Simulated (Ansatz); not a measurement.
Input file:

```
crystal:
  lattice:
    - [2.7708393294, 0.0, 0.0]
    - [-1.3854196647, 2.399617249, 0.0]
    - [0.0, 0.0, 4.9179326563]
  atoms:
    - { symbol: Mo, position: [0.3333333333, 0.6666666667, 0.25] }
    - { symbol: Mo, position: [0.6666666667, 0.3333333333, 0.75] }
hamiltonian:
  xc: rpbe
  pseudopotentials:
    kind: paw
    azcp:
      Mo: "pseudopotentials/Mo.paw.azcp"
basis:
  ecutwfc: 420
  fft_grid_basis: typed
kpoints:
  mp_grid: { grid: [15, 15, 7], shift: [0, 0, 0] }
magnetization:
  spin_polarized: false
scf:
  occupations: { method: fermi_dirac, width: 0.1 }
  lower_state_search: "off"
output:
  stress: true
  write_density: true
  write_potential: true
  elf: true
  volumetric_format: npy
```

Below, planes, directions and counts refer to the conventional cell (a = 2.77 Å, b = 2.77 Å, c = 4.92 Å, α = 90.00°, β = 90.00°, γ = 120.00°).

Space group P6₃/mmc; set up as Mo, hcp; a generated structure, not necessarily the stable one; changed on purpose from its base cell (volume × 1.0); computed without spin polarisation.

These are results of DFT, RPBE, plane waves (420 eV) with PAW, scalar-relativistic (Ansatz), not measurements.

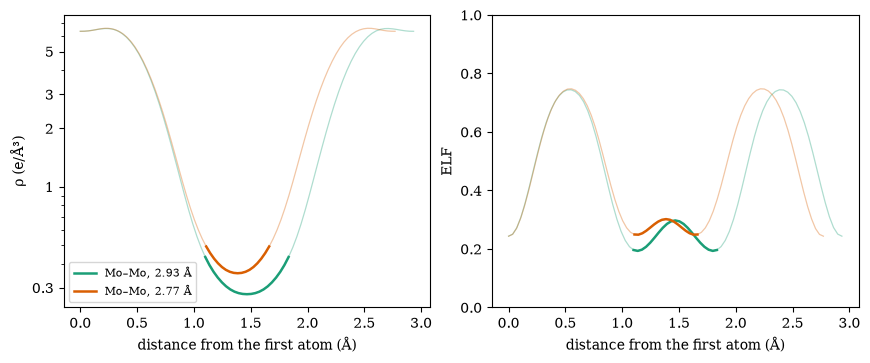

Mo. Valence charge density (pseudo) and ELF along straight lines between neighbouring atoms. Thin, pale parts lie inside the atomic spheres.

Core electrons are frozen (PAW), and the valence fields are smoothed inside the atomic spheres.

**What can be read from the curves?**

Mo–Mo (2.93 Å): the density is about 0.28 e/Å³ at the midpoint; the ELF is about 0.30 at the midpoint; no localised pair shows between them.
Mo–Mo (2.77 Å): the density is about 0.36 e/Å³ at the midpoint; the ELF is about 0.30 at the midpoint.
